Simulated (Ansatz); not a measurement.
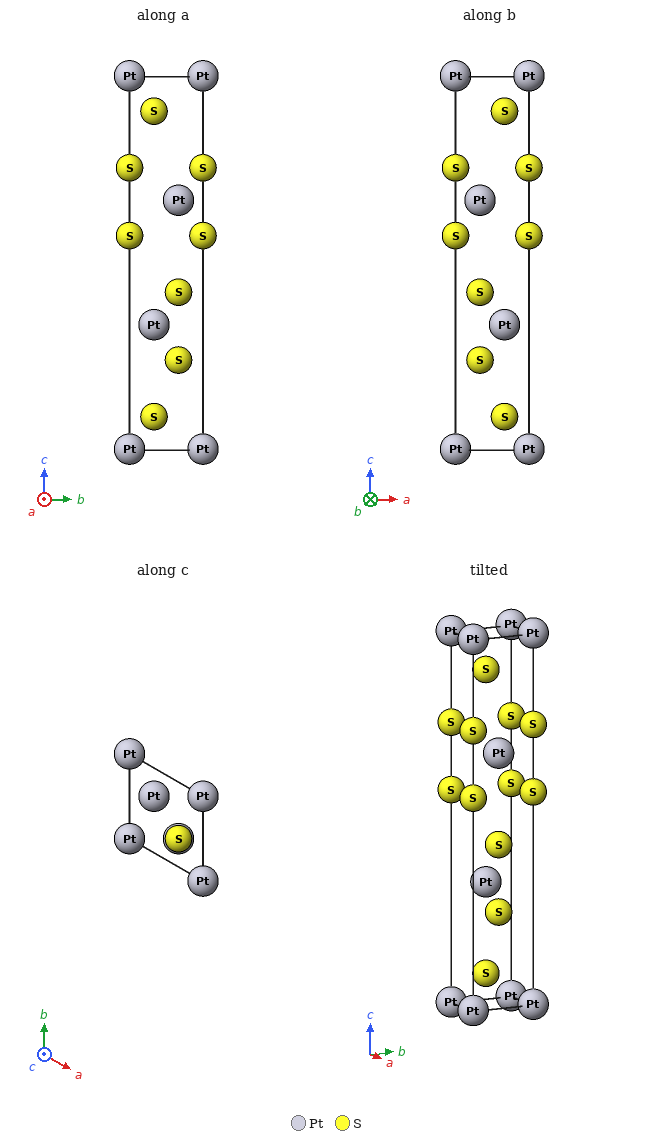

Spheres-only drawing of the structure, looking along the a axis, along the b axis, along the c axis and slightly off an axis. The conventional unit cell is drawn as a box.

Lattice parameters: a = 3.4778 Å, b = 3.4778 Å, c = 15.3069 Å, α = 90.000°, β = 90.000°, γ = 120.000°.

Question: From the views, write a CIF in P1 with every atom of the cell, with free fractional coordinates to two decimals.

Answer:
```cif
data_structure
_symmetry_space_group_name_H-M 'P 1'
_symmetry_Int_Tables_number 1
_cell_length_a 3.4778
_cell_length_b 3.4778
_cell_length_c 15.3069
_cell_angle_alpha 90.000
_cell_angle_beta 90.000
_cell_angle_gamma 120.000
_cell_volume 160.33
loop_
_atom_site_label
_atom_site_type_symbol
_atom_site_fract_x
_atom_site_fract_y
_atom_site_fract_z
_atom_site_occupancy
Pt1 Pt 0.00 0.00 0.00 1
S1 S 0.3333 0.6667 0.24 1
S2 S 0.6667 0.3333 0.09 1
Pt2 Pt 0.6667 0.3333 0.34 1
S3 S 0.00 0.00 0.57 1
S4 S 0.3333 0.6667 0.42 1
Pt3 Pt 0.3333 0.6667 0.67 1
S5 S 0.6667 0.3333 0.91 1
S6 S 0.00 0.00 0.76 1
```

The initial geometry was a structure type filled with these elements by a generator (whether the compound takes this form wasn't checked). Earlier steps of the study, as a rule a relaxation of our own, may have changed the cell and positions, so they can lie some per cent off the listed ones. It went into a calculation with Ansatz.
